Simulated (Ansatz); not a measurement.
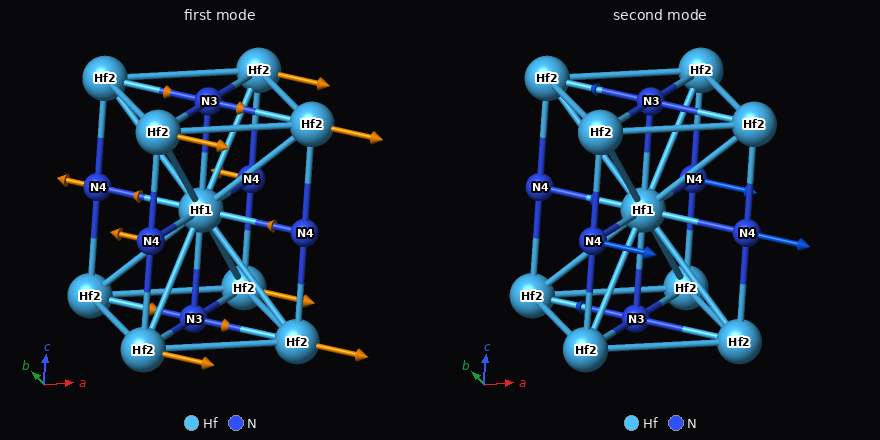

The system is HfN (Fm-3m, No. 225; 4 atoms in the cell); the picture shows the reference structure; its two panels give the patterns of the first and the second mode as arrows. The energy is mapped over two normal modes frozen in (zone-centre modes of the 4-atom cell of this scan, which folds in the wave vector (0, 1/2, 1/2) of the primitive cell). First axis: amplitude of mode 4 (150 cm⁻¹), largest displacement. Second axis: amplitude of mode 11 (519 cm⁻¹), largest displacement. Nothing is relaxed (the cell and all other modes fixed). The scan uses a 7 × 7 grid; 25 points were computed and 24 follow by symmetry. Points are written as (first, second). Energies: meV per cell, counted from the lowest grid point. These are results of DFT LDA, scalar-relativistic, plane waves, PAW (Ansatz), not measurements. Settings: cutoff 520 eV, k-mesh 14×14×10 in the order of the run's cell vectors, gaussian smearing 0.15 eV, no spin polarisation.

Its coordinates:

```yaml
crystal:
  lattice:
    - [0.00000, -2.23398, -2.23398]
    - [0.00000, 2.23398, -2.23398]
    - [4.46795, 0.00000, 0.00000]
  atoms:
    - { symbol: Hf, position: [0.50000, 0.50000, 0.50000] }
    - { symbol: Hf, position: [0.00000, 0.00000, 0.00000] }
    - { symbol: N, position: [0.50000, 0.50000, 0.00000] }
    - { symbol: N, position: [0.00000, 0.00000, 0.50000] }
```

Range: amplitude of mode 4 (150 cm⁻¹), largest displacement from −0.063 to 0.063 Å; amplitude of mode 11 (519 cm⁻¹), largest displacement from −0.065 to 0.065 Å.

> What will the energy surface look like?

The lowest grid point is at (0.000 Å, 0.000 Å). No other kind of well shows on this grid. The highest grid point, (−0.063 Å, −0.065 Å), lies 122 meV above the lowest.

```csv
"second ↓, first →",−0.063,−0.042,−0.021,0.000,0.021,0.042,0.063
0.065,121,88,68,61,68,88,122
0.043,87,54,34,27,34,54,87
0.022,67,33,13,7,13,34,67
0.000,60,27,7,0,7,27,60
−0.022,67,34,13,7,13,33,67
−0.043,87,54,34,27,34,54,87
−0.065,122,88,68,61,68,88,121
```

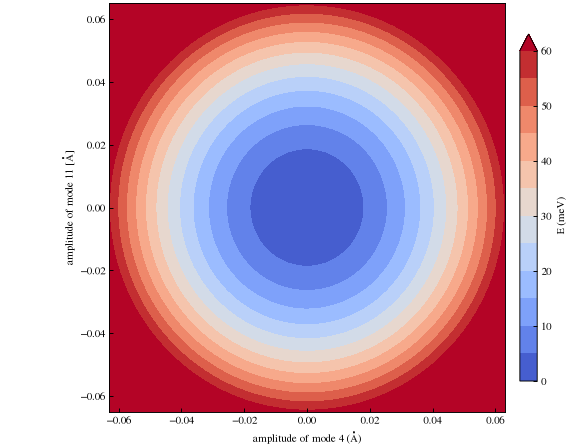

In the figure: filled contours, one colour for all values above the top of the scale. Between grid points the surface is interpolated.

Each point was launched as `ansatz run input.yaml --threads 2 --pin off --max-ram 4096MiB --backend cpu --events-out ev --progress --plain --runs-dir out`. The whole map (25 points run) took 16 min on 2 threads of Arm Neoverse N1 (shared host).

PAW datasets: the set soft_1.
